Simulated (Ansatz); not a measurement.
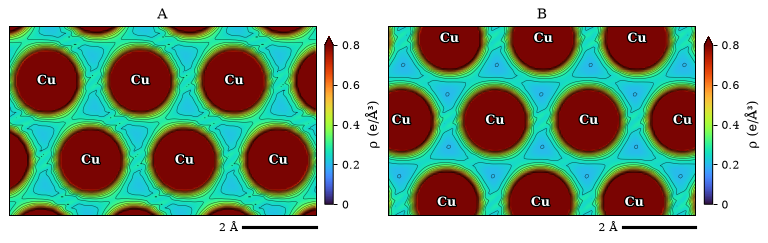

Cu. The valence electron density of two cells that differ in size and shape, on the (100) plane of each (indices in the axes of the calculation cell), at one length scale and on one colour scale: B has 12.5 Å³ an atom and A 11.8.

Level of theory: DFT, PBE, PAW with Ansatz's default frozen-core files, scalar-relativistic in Ansatz.

In a PAW calculation such maps are meaningful between the atoms, not at the nuclei.

### What changes from the larger cell to the smaller?

From the larger cell to the smaller, Cu–Cu goes from 2.59 to 2.52 Å, and the density at its midpoint from 0.25 to 0.28 e/Å³; the pressure goes from −6 to 2.2 GPa.
